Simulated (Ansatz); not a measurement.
## SiNi2 (space group P6_3/mmc, No. 194): the states at the Fermi level

Input file:

```yaml
crystal:
  lattice:
    - [3.836, 0.0, 0.0]
    - [-1.918, 3.32207345, 0.0]
    - [0.0, 0.0, 4.948]
  atoms:
    - { symbol: Si, position: [0.33333333, 0.66666667, 0.75] }
    - { symbol: Si, position: [0.66666667, 0.33333333, 0.25] }
    - { symbol: Ni, position: [0.0, 0.0, 0.0], spin: 2.0 }
    - { symbol: Ni, position: [0.0, 0.0, 0.5], spin: 2.0 }
    - { symbol: Ni, position: [0.33333333, 0.66666667, 0.25], spin: 2.0 }
    - { symbol: Ni, position: [0.66666667, 0.33333333, 0.75], spin: 2.0 }
basis:
  ecutwfc: 420
kpoints:
  mp_grid: { grid: [12, 12, 8] }
hamiltonian:
  xc: pbe
scf:
  occupations: { method: gaussian, width: 0.05 }
output:
  forces: true
  eigenvalues: true
  eigenstates:
    nscf_kmesh: { grid: [30, 30, 20] }
    top_band: c6
    de_dk: true
    localisation: true
  stress: true
  populations: true
checkpoint:
  write: ck
  compress: false
  write_wavefunctions: false
  write_every: 100000
magnetization:
  spin_polarized: true
```

Run with:

```sh
ansatz run input.yaml --threads 2 --pin off --max-ram 5120MiB --backend cpu --events-out ev --progress --plain --runs-dir out
```

Theory: DFT PBE, scalar-relativistic, plane waves, PAW; levels and slopes on a dense k mesh at the converged density (Ansatz 0.2.0). Started with collinear moments, which vanished: the result is non-magnetic and both spins have the same bands. k mesh for the levels: 30×30×20. Unrelaxed database geometry (residual pressure 11 GPa). Sheets, masses and frequencies are those of this strained cell.

Part 1: The sheets

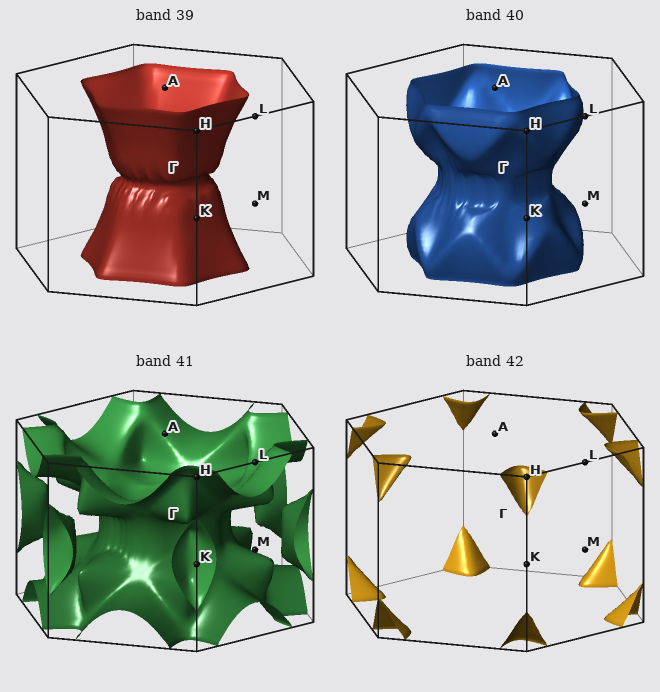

Fermi surface of this crystal. Each panel holds one band. The brighter face of a sheet looks towards empty states.

Q: Summarise the topology of this Fermi surface.

A: Four bands cross the Fermi level; this is a three-dimensional metal.

Band 39: one open hole tube parallel to Γ–A.
Band 40: one open hole tube parallel to Γ–A.
Band 41: two hole pockets centred at K (each 1.3 % of the zone) and a sheet that is open in all directions, neither an electron nor a hole pocket (the band is filled at H and M and empty at Γ, A, K and L).
Band 42: two electron pockets centred at H (each 0.87 % of the zone).
A pocket cut by a face of the zone is counted once with the part on the opposite face.
The shape of the surface of band 41 changes its kind within 0.04 eV of this level, so small parts may appear, vanish, join or separate.

Q: What does the calculation give for N(E_F) and the Drude plasma frequency?

A: The density of states at the Fermi level is 3.7 states/eV per primitive cell. The intraband plasma frequencies along the cartesian axes x, y and z of the cell as given are 6.0, 6.0 and 4.5 eV.

Part 2: Cuts and bands

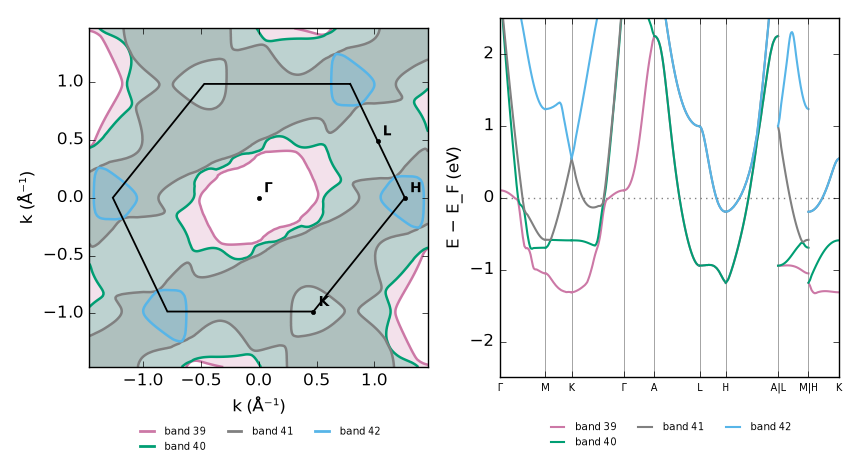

This crystal: cut through the Fermi surface in the plane through Γ, H and L, filled states shaded, and the bands that cross the Fermi level.

Q: Give each band's level at the labelled points, in eV from the Fermi level.

A:
```json
{"band": "band 39", "Γ": "+0.10", "A": "+2.25", "K": "−1.31", "H": "−1.18", "M": "−1.05", "L": "−0.94"}
{"band": "band 40", "Γ": "above", "A": "+2.25", "K": "−0.59", "H": "−1.18", "M": "−0.69", "L": "−0.94"}
{"band": "band 41", "Γ": "above", "A": "above", "K": "+0.54", "H": "−0.20", "M": "−0.58", "L": "+0.99"}
{"band": "band 42", "Γ": "above", "A": "above", "K": "+0.54", "H": "−0.20", "M": "+1.23", "L": "+0.99"}
```

Negative values are filled states; "above" and "below" lie outside the plotted window.

Part 3: Weight on the atoms

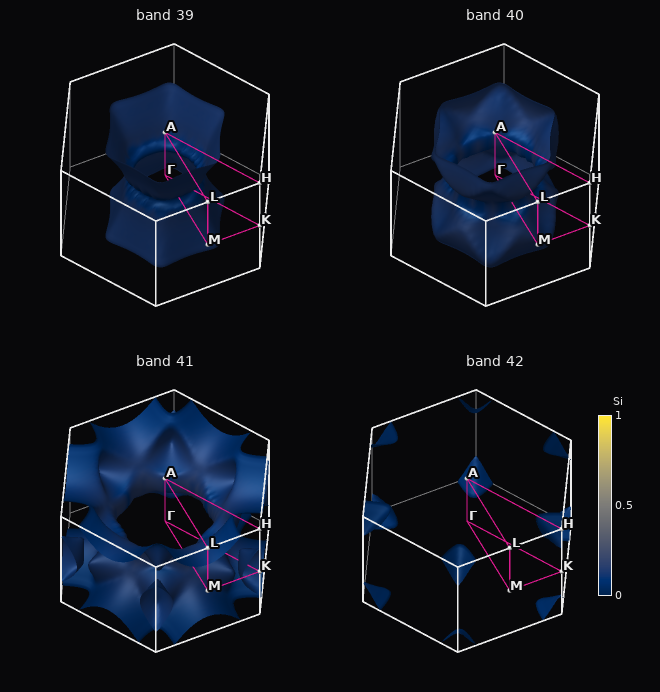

Fermi surface of this crystal, coloured by the weight of the states on Si (Voronoi cells).

Q: How much Si character do the sheets have, and what else?

A: Band 39: Ni (90 %) and Si (10 %). Band 40: Ni (87 %) and Si (13 %). Band 41: Ni (89 %) and Si (11 %). Band 42: Ni (91 %) and Si (9 %).

Part 4: Speeds

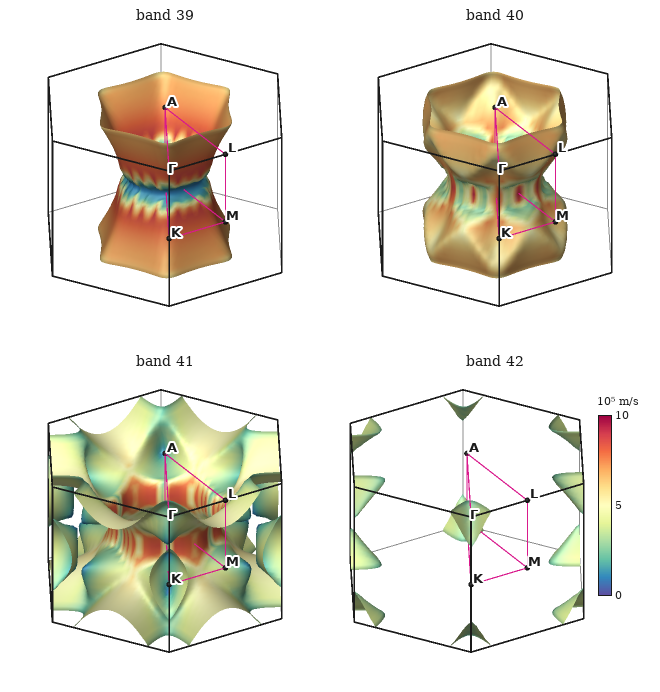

Fermi surface of this crystal, coloured by the Fermi speed.

Q: How fast are the electrons on each sheet?

A: Band 39: 1.2 to 8.5 × 10⁵ m/s over most of the sheet, 4.5 × 10⁵ m/s on average over states. Band 40: 2.7 to 7.4 × 10⁵ m/s over most of the sheet, 5.6 × 10⁵ m/s on average over states. Band 41: 1.8 to 7.8 × 10⁵ m/s over most of the sheet, 3.5 × 10⁵ m/s on average over states. Band 42: 2.6 to 4.2 × 10⁵ m/s over most of the sheet, 3.4 × 10⁵ m/s on average over states.

Q: Which of these bands adds most to the density of states at the Fermi level?

A: Band 41, with 2.1 of 3.7 states/eV per cell.

Necks and pockets thinner than about two mesh steps aren't resolved, so separate pockets may in truth be joined.

Time for the whole run: 2.5 min on 2 threads of Intel(R) Xeon(R) Platinum 8259CL CPU @ 2.50GHz (Skylake/Cascade Lake) (shared host), peak memory 2.4 GiB.
